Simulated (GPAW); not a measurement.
# zinc-blende (ZnSe)₁₋ₓ(BeSe)ₓ at x = 0.75: the Se K absorption edge

Aim: the Se K edge in zinc-blende (ZnSe)₁₋ₓ(BeSe)ₓ at x = 0.75, one member of a composition series.

Calculated with GPAW 26.7.0; X-ray absorption from dipole matrix elements to empty bands, plane-wave PAW PBE.

### Step 1. The structure

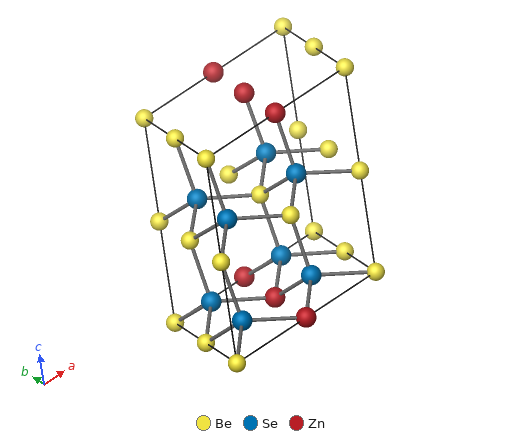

The starting structure, seen slightly off an axis (beryllium yellow, selenium blue, zinc red). Bonds to atoms that aren't drawn are left out. Some periodic images of atoms are drawn too.

The cell holds 16 atoms: 6 Be, 8 Se and 2 Zn. Its edges and angles: a = 7.455 Å, b = 7.455 Å, c = 7.455 Å, α = 60.0°, β = 60.0°, γ = 60.0°. 16-atom zinc-blende cell, 6 of 8 Zn sites taken by Be at random, lattice constants typed for the ends and interpolated (Vegard).

### Step 2. Relaxation

The cell was built by hand, so its atoms are relaxed first: near-edge features follow bond lengths closely.

Input file relax.py:

```python
import numpy as np
from ase import Atoms
from ase.parallel import parprint, paropen
from gpaw import GPAW, PW, FermiDirac, Mixer, MixerDif, setup_paths
from ase.optimize import BFGS

atoms = Atoms('BeSeBeSeBeSeBeSeZnSeBeSeZnSeBeSe',
    cell=[[0, 5.27125, 5.27125],
     [5.27125, 0, 5.27125],
     [5.27125, 5.27125, 0]],
    scaled_positions=[[0.000737, 0.99896, 0.999966],
     [0.124843, 0.129653, 0.127175],
     [0.996918, 0.998197, 0.496735],
     [0.125228, 0.125978, 0.62422],
     [0.999696, 0.497582, 0.001614],
     [0.122186, 0.626473, 0.122872],
     [0.997469, 0.502677, 0.501739],
     [0.128844, 0.62058, 0.622854],
     [0.498929, 0.997827, 0.002004],
     [0.622737, 0.130372, 0.126739],
     [0.499694, 0.001722, 0.500891],
     [0.623133, 0.128139, 0.624569],
     [0.498557, 0.501573, 0.999773],
     [0.624848, 0.624582, 0.123857],
     [0.501318, 0.499316, 0.501562],
     [0.627057, 0.623035, 0.624733]],
    pbc=True)
atoms.calc = GPAW(legacy_gpaw=True, mode=PW(400, force_complex_dtype=True), xc='PBE', setups={},
    kpts={'size': (3, 3, 3), 'gamma': True}, occupations=FermiDirac(0.08),
    charge=0, mixer=Mixer(0.1, 5, 50), maxiter=150,
    convergence={'density': 0.0001, 'eigenstates': 1e-6}, txt='relax.txt')
steps = []
opt = BFGS(atoms, logfile='-')
opt.attach(lambda: steps.append([atoms.get_potential_energy(), float(np.linalg.norm(atoms.get_forces(), axis=1).max())]))
done = opt.run(fmax=0.05, steps=30)
out = dict(done=bool(done), steps=steps, frac=atoms.get_scaled_positions().tolist())
import json
with paropen('out.json', 'w') as f:
    json.dump(out, f)
```

Command:

```
> OMP_NUM_THREADS=1 mpirun -n 4 gpaw python relax.py
```

Numbers of over 12 decimals in the logs are rounded to 6 here.

Log:

```text
Input parameters:
  convergence: {density: 0.0001,
                eigenstates: 1e-06}
  kpts: {gamma: True,
         size: (3, 3, 3)}
  maxiter: 150
  mixer: {backend: pulay,
          beta: 0.1,
          method: separate,
          nmaxold: 5,
          weight: 50}
  mode: {ecut: 400.0,
         force_complex_dtype: True,
         name: pw}
  occupations: {fixmagmom: False,
                name: fermi-dirac,
[...]
15 Se   -0.00809    0.00234   -0.00823
Step     Time          Energy          fmax
BFGS:    0 02:02:20      -63.325213        2.427444
BFGS:    1 02:02:37      -63.663268        1.861093
BFGS:    2 02:02:58      -64.134630        0.228093
BFGS:    3 02:03:13      -64.140995        0.157824
BFGS:    4 02:03:26      -64.143180        0.113817
BFGS:    5 02:03:42      -64.145444        0.062631
BFGS:    6 02:03:53      -64.146125        0.051295
BFGS:    7 02:04:01      -64.146301        0.041422
[key lines of the parts left out:]
Converged after 4 iterations.
Dipole moment: (-28.613100, -31.471299, -34.896633) |e|*Ang
Free energy:    -64.146301
Fermi level: 6.10351
```

Elapsed: 2.2 min, on 4 MPI ranks of Arm Neoverse V2, shared host; peak memory 0.3 GiB.

In 7 steps the energy fell by 821 meV (energies extrapolated to zero smearing) and the largest force to 0.041 eV/Å. Atom 10 (Se; the text counts from 1, the script from 0) is among those that moved most, by 0.15 Å.

### Step 3. The field without a hole

The ground state comes first: it tells whether the system has a gap, which decides how the excited electron is treated.

Input file scf.py:

```python
import numpy as np
from ase import Atoms
from ase.parallel import parprint, paropen
from gpaw import GPAW, PW, FermiDirac, Mixer, MixerDif, setup_paths
from gpaw.test import gen
setup_paths.insert(0, '.')
gen('Se', name='nch1s', xcname='PBE', corehole=(1, 0, 0), write_xml=True)
from gpaw.mpi import world
world.barrier()

atoms = Atoms('BeSeBeSeBeSeBeSeZnSeBeSeZnSeBeSe',
    cell=[[0, 5.27125, 5.27125],
     [5.27125, 0, 5.27125],
     [5.27125, 5.27125, 0]],
    scaled_positions=[[0.9998038, 0.0011997, 0.9998434],
     [0.1056205, 0.1316024, 0.1314343],
     [0.9989108, 0.9990953, 0.5000315],
     [0.1239515, 0.125056, 0.6246636],
     [0.9999269, 0.5000218, 0.9996312],
     [0.1037898, 0.6328271, 0.1312023],
     [0.999905, 0.499986, 0.4995875],
     [0.1255408, 0.6243676, 0.6244698],
     [0.4986288, 0.0014295, 0.0000413],
     [0.6386609, 0.1125613, 0.139735],
     [0.4991494, 0.0007874, 0.5009497],
     [0.6306679, 0.1314842, 0.6068349],
     [0.4962987, 0.5032289, 0.9982361],
     [0.638873, 0.6106517, 0.1391295],
     [0.501235, 0.4998112, 0.500116],
     [0.6312656, 0.6325583, 0.6053882]],
    pbc=True)
atoms.calc = calc = GPAW(legacy_gpaw=True, mode=PW(400, force_complex_dtype=True), xc='PBE', setups={1: 'nch1s'},
    kpts={'size': (3, 3, 3), 'gamma': True}, occupations=FermiDirac(0.05),
    charge=0, mixer=Mixer(0.1, 5, 50), maxiter=150,
    convergence={'density': 0.0001, 'eigenstates': 1e-6}, txt='scf.txt')
energy = atoms.get_potential_energy() + calc.get_reference_energy()
ef = calc.get_fermi_level()
out = dict(energy=energy, fermi=ef, forces=atoms.get_forces().tolist())
parprint(f'all-electron energy {energy:.4f} eV, Fermi level {ef:.4f} eV')
ev = np.array([[calc.get_eigenvalues(k, s) for k in range(len(calc.get_ibz_k_points()))] for s in range(calc.get_number_of_spins())])
out['homo'], out['lumo'], out['counts'] = ev[ev < ef].max(), ev[ev > ef].min(), sorted(set((ev < ef).sum((0, 2)).tolist()))
out['filled'] = (ev[:, 0] < ef).sum(1).tolist()
import json
with paropen('out.json', 'w') as f:
    json.dump(out, f)
```

Command:

```
> OMP_NUM_THREADS=1 mpirun -n 4 gpaw python scf.py
```

Log:

```text
Input parameters:
  convergence: {density: 0.0001,
                eigenstates: 1e-06}
  kpts: {gamma: True,
         size: (3, 3, 3)}
  maxiter: 150
  mixer: {backend: pulay,
          beta: 0.1,
          method: separate,
          nmaxold: 5,
          weight: 50}
  mode: {ecut: 400.0,
         force_complex_dtype: True,
         name: pw}
  occupations: {fixmagmom: False,
                name: fermi-dirac,
                width: 0.05}
  setups: {1: nch1s}
  xc: PBE

Initialize ...

[... PAW data sets ...]

Reference energy: -628940.021038  # eV

Spin-paired calculation

[... convergence settings ...]
Symmetries present (total): 1
  [... symmetry matrices ...]

27 k-points: 3 x 3 x 3 Monkhorst-Pack grid
14 k-points in the irreducible part of the Brillouin zone
       k-points in crystal coordinates                weights
   0:     0.00000000    0.00000000    0.00000000          1/27
   1:     0.00000000    0.00000000    0.33333333          2/27
   2:     0.00000000    0.33333333   -0.33333333          2/27
   3:     0.00000000    0.33333333    0.00000000          2/27
   4:     0.00000000    0.33333333    0.33333333          2/27
   5:     0.33333333   -0.33333333   -0.33333333          2/27
   6:     0.33333333   -0.33333333    0.00000000          2/27
   7:     0.33333333   -0.33333333    0.33333333          2/27
   8:     0.33333333    0.00000000   -0.33333333          2/27
   9:     0.33333333    0.00000000    0.00000000          2/27
          ...
  13:     0.33333333    0.33333333    0.33333333          2/27

Wave functions: Plane wave expansion
  Cutoff energy: 400.000 eV
  Number of coefficients (min, max): 5209, 5365
  Pulay-stress correction: 0.000000 eV/Ang^3 (de/decut=0.000000)
  Using FFTW library
  Wavefunction extrapolation:
    Improved wavefunction reuse through dual PAW basis

Occupation numbers: Fermi-Dirac:
  width: 0.0500  # eV

Eigensolver
   Davidson(niter=2)

Densities:
  Coarse grid: 35*35*35 grid
  Fine grid: 70*70*70 grid
  Total Charge: 0.000000

Density mixing:
  Method: separate
  Backend: pulay
  Linear mixing parameter: 0.1
  old densities: 5
  Width of damping distribution: 1.1
  Damping of long wavelength oscillations: 50

[... Hamiltonian set-up ...]
Number of atoms: 16
Number of atomic orbitals: 74
Number of bands in calculation: 55
Number of valence electrons: 84
Bands to converge: occupied

... initialized

Initializing position-dependent things.

Density initialized from atomic densities
Creating initial wave functions:
  55 bands from LCAO basis set

                              Be

                                Be
                        Be

                          Be
                          Se
                  Se          Zn
                      Be
                    Se
            Se           Se
                Be
                 Se
        Zn
                  Se
          Se

Atomic positions and initial magnetic moments

Positions:
   0 Be     5.276748   10.540640    5.276540    ( 0.0000,  0.0000,  0.0000)
   1 Se     1.386532    1.249575    1.250461    ( 0.0000,  0.0000,  0.0000)
   2 Be     7.902272    7.901300   10.531990    ( 0.0000,  0.0000,  0.0000)
   3 Se     3.951959    3.946137    1.312581    ( 0.0000,  0.0000,  0.0000)
   4 Be     7.905046   10.540171    7.906605    ( 0.0000,  0.0000,  0.0000)
   5 Se     4.027390    1.238702    3.882892    ( 0.0000,  0.0000,  0.0000)
   6 Be     5.269002    7.904200    7.906300    ( 0.0000,  0.0000,  0.0000)
[...]
13 Se     3.952284    4.101046    6.586557    ( 0.0000,  0.0000,  0.0000)
  14 Be     5.270866    5.278371    5.276765    ( 0.0000,  0.0000,  0.0000)
  15 Se     6.525525    6.518711    6.661932    ( 0.0000,  0.0000,  0.0000)

Unit cell:
           periodic     x           y           z      points  spacing
  1. axis:    yes    0.000000    5.271250    5.271250    35     0.1739
  2. axis:    yes    5.271250    0.000000    5.271250    35     0.1739
  3. axis:    yes    5.271250    5.271250    0.000000    35     0.1739

  Lengths:   7.454673   7.454673   7.454673
  Angles:   60.000000  60.000000  60.000000

Effective grid spacing dv^(1/3) = 0.1898

iter:   1   -64.862881
iter:   2   -64.770431   -0.93  -1.10
iter:   3   -64.199025   -1.30  -1.14
iter:   4   -64.224508   -1.69  -1.34
iter:   5   -64.162824   -2.12  -1.59
iter:   6   -64.149253   -3.46  -2.13
iter:   7   -64.146744c  -3.58  -2.22
iter:   8   -64.146524c  -4.42  -2.70
iter:   9   -64.145608c  -4.70  -2.78
iter:  10   -64.145498c  -5.23  -3.02
iter:  11   -64.145460c  -4.97  -3.17
iter:  12   -64.145457c  -5.75  -3.56
iter:  13   -64.145468c  -6.40c -3.78
iter:  14   -64.145447c  -6.16c -3.68
iter:  15   -64.145443c  -6.32c -3.89
iter:  16   -64.145440c  -6.89c -3.95
iter:  17   -64.145442c  -6.92c -4.24c

Converged after 17 iterations.

Dipole moment: (-28.613795, -31.472251, -34.897771) |e|*Ang

Energy contributions relative to reference atoms: (reference = -628940.021038)

Kinetic:       +112.565915
Potential:      -99.743416
External:        +0.000000
XC:             -76.114288
Entropy (-ST):   -0.000000
Local:           -0.853652
SIC:             +0.000000
--------------------------
Free energy:    -64.145442
Extrapolated:   -64.145442

Showing only first 2 kpts
 Kpt  Band  Eigenvalues  Occupancy
  0    40      4.74398    2.00000
  0    41      4.90812    2.00000
  0    42      7.32606    0.00000
  0    43      7.35450    0.00000

  1    40      4.47941    2.00000
  1    41      4.64762    2.00000
  1    42      8.10149    0.00000
  1    43      8.11019    0.00000

Fermi level: 5.95241

Gap: 2.418 eV
Transition (v -> c):
  (s=0, k=0, n=41, [0.00, 0.00, 0.00]) -> (s=0, k=0, n=42, [0.00, 0.00, 0.00])
No difference between direct/indirect transitions

Forces in eV/Ang:
  0 Be   -0.01349   -0.00166   -0.01128
  1 Se    0.00919    0.00523   -0.00088
  2 Be    0.01422    0.01211    0.02758
  3 Se    0.00839    0.00667    0.01195
  4 Be   -0.00162    0.00923   -0.00018
  5 Se   -0.00880    0.01688    0.00410
  6 Be    0.00730   -0.00141   -0.00483
[...]
13 Se    0.00668   -0.01997    0.01091
 14 Be    0.01050   -0.00870   -0.02140
 15 Se   -0.00917    0.00624   -0.01121
Scalar-relativistic atomic PBE calculation for Se (Selenium, Z=34)
Core hole in 1s state (1s occupation: 2.0)
600 radial gridpoints.
|------------------------------------------------|
|------------------------------------------------|
[... the atom generator's iteration count ...]

Energy contributions:
-------------------------
Kinetic:    +2477.789467
XC:           -87.790224
Potential:  -4819.259293
-------------------------
Total:      -2429.260050

state      eigenvalue         ekin         rmax
-----------------------------------------------
1s^2.0 :  -459.242753   587.200225        0.029
2s^2.0 :   -59.035804   114.329805        0.165
2p^6.0 :   -51.951958   111.151680        0.132
3s^2.0 :    -7.842399    26.895981        0.502
3p^6.0 :    -5.622421    24.303443        0.500
3d^10.0:    -1.952373    19.200755        0.453
4s^2.0 :    -0.634914     3.625453        1.511
4p^4.0 :    -0.239319     2.237064        1.809
-----------------------------------------------
(units: Bohr and Hartree)

Generating PAW setup
Kinetic energy of the core from tauc = 2492.234148
Cutoffs:
rc(s)=1.600
rc(p)=1.900
rc(d)=1.600
rc(vbar)=1.440
rc(comp)=1.600
rc(nct)=1.900

Kinetic energy of the core states: 2461.590304
Charge: 0.0
Core electrons: 28.0
Valence electrons: 6.0
Pseudo-core charge: 1.078259
Shape function alpha=3.906
Pseudo-electron charge 7.368440
state    eigenvalue         norm
--------------------------------
4s(2) :    -0.634914     1.091049
*s    :     0.365086
4p(4) :    -0.239319     1.027021
*p    :     0.760681
*d    :     0.000000
--------------------------------

Diagonalizing with gridspacing h=0.050

state   all-electron     PAW
-------------------------------
4s:      -0.634914    -0.635422
4p:      -0.239319    -0.239692
*d:                    0.039336
*f:                    0.072876
-------------------------------
all-electron energy -629004.1665 eV, Fermi level 5.9524 eV
```

Wall time 36 s (4 MPI ranks); peak memory 0.29 GiB.

The mesh shows a gap of 2.42 eV. The excited electron is kept all the same, so that all members of the series, with or without a gap, are treated alike.

### Step 4. Cell without a hole, the energy reference

The photon energy needs a difference of total energies, so the cell and mesh of the coming hole run are first run without a hole.

Changes to scf.py since step 3:

```diff
@@ -32,3 +32,3 @@
 atoms.calc = calc = GPAW(legacy_gpaw=True, mode=PW(400, force_complex_dtype=True), xc='PBE', setups={1: 'nch1s'},
-    kpts={'size': (3, 3, 3), 'gamma': True}, occupations=FermiDirac(0.05),
+    kpts={'size': (3, 3, 3), 'gamma': True}, occupations=FermiDirac(0.02),
     charge=0, mixer=Mixer(0.1, 5, 50), maxiter=150,
```

Log:

```text
Input parameters:
  convergence: {density: 0.0001,
                eigenstates: 1e-06}
  kpts: {gamma: True,
         size: (3, 3, 3)}
  maxiter: 150
  mixer: {backend: pulay,
          beta: 0.1,
          method: separate,
          nmaxold: 5,
          weight: 50}
  mode: {ecut: 400.0,
         force_complex_dtype: True,
         name: pw}
  occupations: {fixmagmom: False,
                name: fermi-dirac,
[...]
4s(2) :    -0.634914     1.091049
*s    :     0.365086
4p(4) :    -0.239319     1.027021
*p    :     0.760681
*d    :     0.000000
--------------------------------

Diagonalizing with gridspacing h=0.050

state   all-electron     PAW
-------------------------------
4s:      -0.634914    -0.635422
4p:      -0.239319    -0.239692
*d:                    0.039336
*f:                    0.072876
-------------------------------
all-electron energy -629004.1665 eV, Fermi level 5.9024 eV
[key lines of the parts left out:]
Converged after 17 iterations.
Dipole moment: (-28.613795, -31.472251, -34.897771) |e|*Ang
Free energy:    -64.145442
Fermi level: 5.90243
```

Run time: 36 s. Hardware: 4 MPI ranks; peak memory 0.3 GiB.

Reference energy: -629004.167 eV with the cores included.

(Continued in part 2 of 3.)

[Banner, clock and machine lines of the logs are left out without a mark of their own.]

[Logs are printed without paths, hosts, clocks, repeated set-up lines and the standing remarks that a program may print on its own settings, such as how far it seeks lower states.]

[Hosts, paths, dates, database ids (printed as entryN), source tags and the programs' standing remarks are cut or masked in the printed files.]

[Lists of maxima count a maximum above −3 eV only where it reaches 4 % of the highest in the window and stands out from its surroundings by 2 % of it (1.5 % where it reaches 55 %); shoulders and weaker maxima are passed over, and of the rest the first, up to two pre-edge ones and the few strongest are named.]
